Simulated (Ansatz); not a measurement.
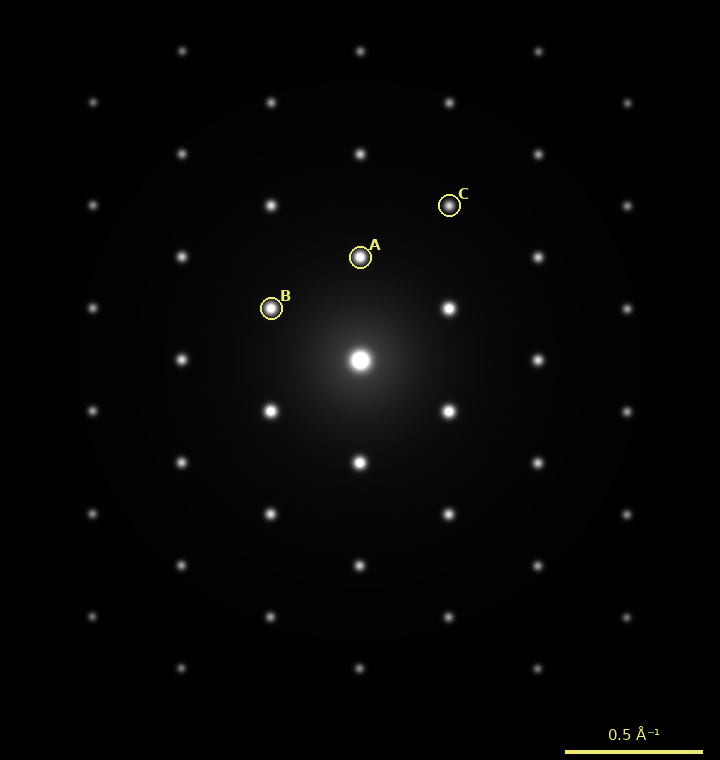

Simulated selected-area electron diffraction pattern (300 kV, kinematic approximation, thin crystal, B = 0.5 Å² for all atoms). The zone axis points towards the electron source and the pattern is seen from the source side.

Ce, space group Im-3m (No. 229), a = 3.760 Å. Structure: the end point of a relaxation with DFT, PAW plane waves, r2scan (Ansatz 0.2.0); the starting structure was generated, so it need not be a known form of this composition.

```
Ce
1.0
     3.75951    0.00000    0.00000
     0.00000    3.75951    0.00000
     0.00000    0.00000    3.75951
Ce
2
Direct
  0.00000 0.00000 0.00000
  0.50000 0.50000 0.50000
```

Spot A is indexed -1 1 0 and spot B -1 0 1.

### Index the other marked spot.

C = 2A − B = -1 2 -1 (d = 1.535 Å).

### Find the zone axis.

The cross product of A and B is parallel to [111]; every spot obeys hu + kv + lw = 0.

### What are the spacings of A and B and the angle between them?

d(A) = 2.658 Å, d(B) = 2.658 Å, and the angle is 60.0°.
